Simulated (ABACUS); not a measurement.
# SrCl$_{2}$: 7 runs along one coordinate

System: SrCl$_{2}$ (Fm-3m, 3 atoms in the cell).
Method: Kohn-Sham DFT of a periodic cell, PBE, PseudoDojo NC SR 0.4.1 PBE standard, no spin polarisation (ABACUS 3.10.1).

The 7 runs differ only in the geometry, by an even scaling of the cell at fixed fractional positions. The structure derives from an entry of the Crystallography Open Database.

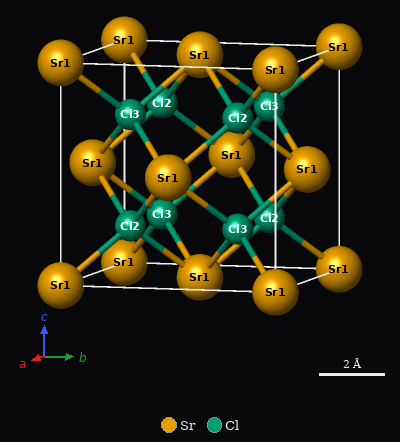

Figure 1. The structure of run 4 (ball-and-stick view of the cell 4 times as large as that of the calculation, set on its symmetry axes, seen slightly off an axis; atoms are numbered from 1 in the order of the input).

**Input of run 4**
```
INPUT_PARAMETERS
suffix              SrCl2
calculation         scf
basis_type          pw
pseudo_dir          ./
symmetry            1
dft_functional      pbe
ecutwfc             68
pseudo_rcut         10
nspin               1
nbands              16
ks_solver           dav
smearing_method     fd
smearing_sigma      0.00367493
scf_thr             1e-08
scf_nmax            100
mixing_type         broyden
mixing_beta         0.7
cal_force           1
cal_stress          1
kpar                4
```

**File STRU of run 4**
```
ATOMIC_SPECIES
Sr 87.6200 Sr.upf
Cl 35.4500 Cl.upf

LATTICE_CONSTANT
1.8897261246

LATTICE_VECTORS
0.0000000000 3.4883500000 3.4883500000
3.4883500000 0.0000000000 3.4883500000
3.4883500000 3.4883500000 0.0000000000

ATOMIC_POSITIONS
Direct

Sr
0.0
1
0.0000000000 0.0000000000 0.0000000000 1 1 1

Cl
0.0
2
0.7500000000 0.7500000000 0.7500000000 1 1 1
0.2500000000 0.2500000000 0.2500000000 1 1 1
```

**File KPT of run 4**
```
K_POINTS
0
Gamma
7 7 7 0 0 0
```

Command:
```bash
OMP_NUM_THREADS=1 mpirun -np 4 abacus > log
```

Run 6 differs from it as follows:
```diff
-0.0000000000 3.4883500000 3.4883500000
-3.4883500000 0.0000000000 3.4883500000
-3.4883500000 3.4883500000 0.0000000000
+0.0000000000 3.5342546063 3.5342546063
+3.5342546063 0.0000000000 3.5342546063
+3.5342546063 3.5342546063 0.0000000000
```

**Results, with one run withheld**

| run | volume per atom (Å³) | free energy per atom, from the lowest run given (meV) | pressure (GPa) | gap on the mesh (eV) |
| --- | --- | --- | --- | --- |
| 1 | 26.601 | 25.82 | 3.64 | 5.58 |
| 2 | 27.167 | 14.71 | 2.65 | 5.54 |
| 3 | 27.733 | 6.92 | 1.76 | 5.46 |
| 4 | 28.299 | 2.12 | 0.95 | 5.38 |
| 5 | 28.865 | 0.00 | 0.23 | 5.30 |
| 6 | 29.431 | ? | ? | ? |
| 7 | 29.997 | 2.75 | −0.99 | 5.15 |

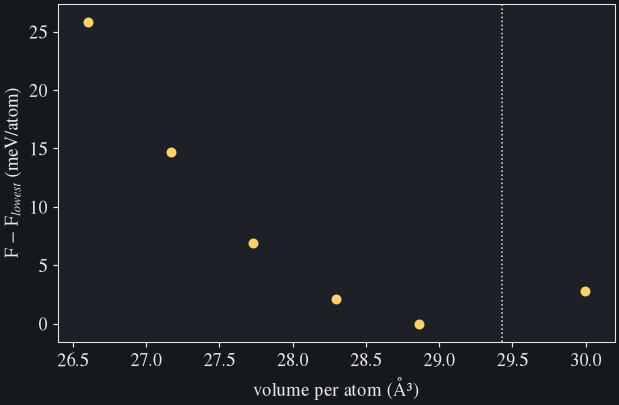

Figure 2. Free energy per atom of the runs given; the dotted line marks run 6.

What should run 6 give?

A cubic polynomial in V^(−2/3) (the Birch–Murnaghan form), fitted to the 6 runs given, misses them by under 0.01 meV per atom. With x = V^(−2/3) − 0.10826 Å⁻², it reads F = 3.6944 + 3094.8 x + 6.245e+05 x² + 1.3195e+06 x³ (meV per atom). At run 6 it gives 0.29 meV per atom, and the run itself gives 0.29. The slope of the fit gives a pressure −dF/dV of −0.40 GPa there, and the run prints −0.41 GPa. The fit has its minimum at 29.074 Å³ per atom, where V d²F/dV² gives 33.7 GPa: the bulk modulus at this level, since symmetry fixes the shape and the positions. The gap on the mesh goes, without turning, from 5.58 eV in run 1 to 5.15 eV in run 7; run 6 has 5.22 eV. These are gaps of this functional on this mesh, which can miss the band edges; they aren't the measured gap.

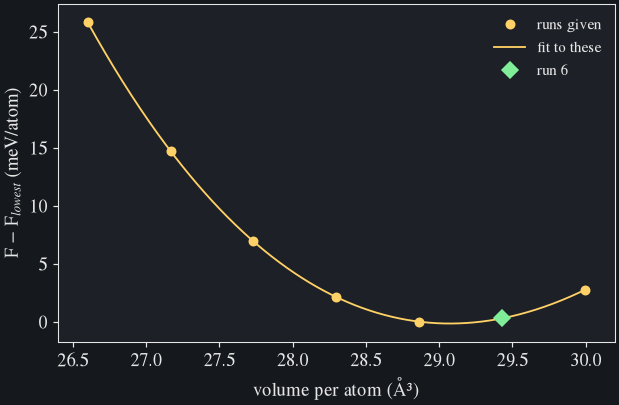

Figure 3. The fit and the withheld run.

**Some lines of the output (run 6)**
```
[...]
                          Volume (Bohr^3) = 595.827
                             Volume (A^3) = 88.2923
 E_Fermi        0.4537930292         6.1741709098
 E_Fermi        0.4664217243         6.3459931209
 E_Fermi        0.4718161958         6.4193886716
 E_Fermi        0.4788012888         6.5144257379
 E_Fermi        0.4797144572         6.5268500307
 E_Fermi        0.4798914564         6.5292582287
 E_KS(sigma->0) -134.6143076735      -1831.5216166844
 E_Fermi        0.4798747932         6.5290315135
 final etot is -1831.5216167 eV
 EFERMI = 6.5290315135 eV
 TOTAL-PRESSURE: -4.119112 KBAR
 !FINAL_ETOT_IS -1831.5216166843931660 eV
```
